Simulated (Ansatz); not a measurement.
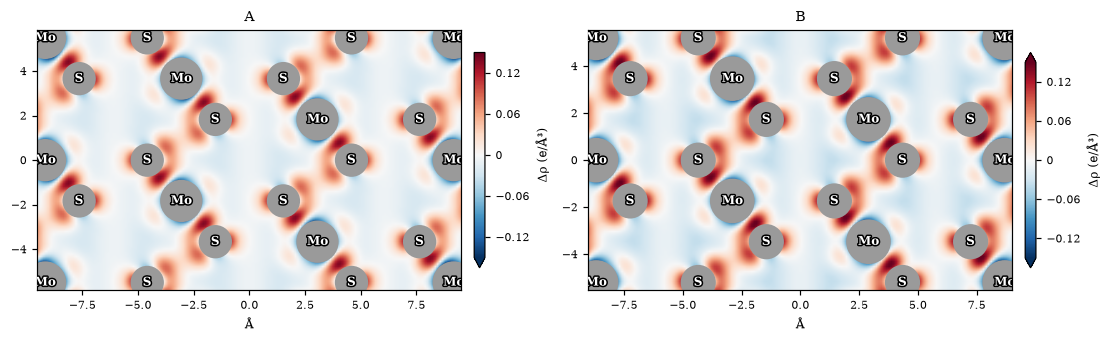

MoS2: deformation density on the (110) plane of the conventional cell at two volumes, with the same fractional coordinates and one colour scale. Grey discs cover the cores.

Space group R-3m; not relaxed (largest force 0.8 eV/Å).

The calculation used DFT r2SCAN, scalar-relativistic, plane waves, PAW (Ansatz 0.2.0).

Question: Which panel is the larger cell, by how much, and what changes?

Answer: A is the larger cell: B has 85 % of the volume of A.
- The pressure is 7 GPa in A and 45 GPa in B.
- Bader charges in A: Mo +1.40 and S −0.70 e; in B: Mo +1.33 and S −0.67 e.
- The rearranged charge is 0.26 e an atom in A and 0.26 e in B.
- The scaled cell isn't relaxed: forces reach 4.5 eV/Å.

Run times: 46 s (base cell) and 43 s (scaled cell), on 1 thread of Arm Neoverse V2, on a shared host.
